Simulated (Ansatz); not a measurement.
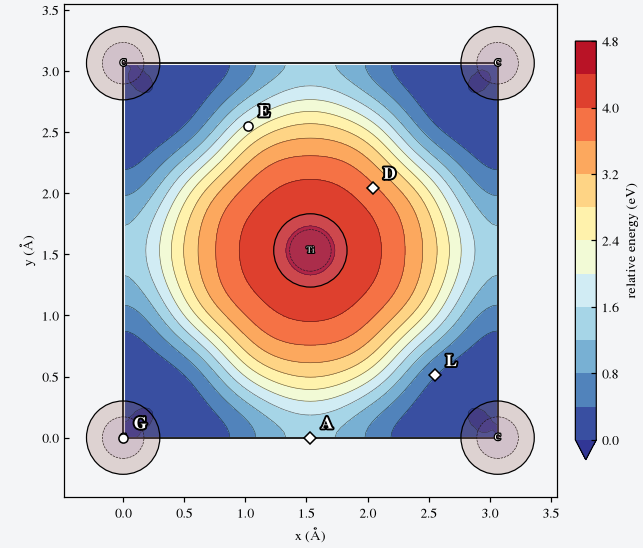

C on a TiC(100) slab cut from the Fm-3m phase, its upper half relaxed before the scan (24 atoms of substrate and one adsorbate in a 2 × 2 cell). 
- C is moved over the surface cell; relaxed at each place: the height of the adsorbate's atoms; substrate rigid; the origin of the map has the adsorbate above C21.
- Places are given modulo a cell vector. The map is drawn in real space over the plane of the surface.
- The grid has 6 × 6 points; 10 points were computed and 26 follow by symmetry.
- Places are given in fractions of the 1 × 1 surface cell.
- All energies are given in eV relative to the lowest grid point.
- All numbers below come from DFT PBE, scalar-relativistic, plane waves, PAW in Ansatz 0.2.0. Settings: cutoff 420 eV, k-mesh 5×5×1, gaussian smearing 0.1 eV, no spin polarisation.

The picture shows filled contours, labelled circles for the atoms of the top layer and small ones for the second layer, the outline of one cell of the plane, lettered points. Between grid points the surface is interpolated.

Is L the lowest point of the computed grid?

No. L lies 0.42 eV above the lowest grid point, which is at the top site over a surface C atom, (0/6, 0/6) of the cell vectors.

Rank the lettered points by energy, lowest first.

G (0.00 eV), L (0.42 eV), A (1.30 eV), E (2.11 eV), D (3.67 eV).
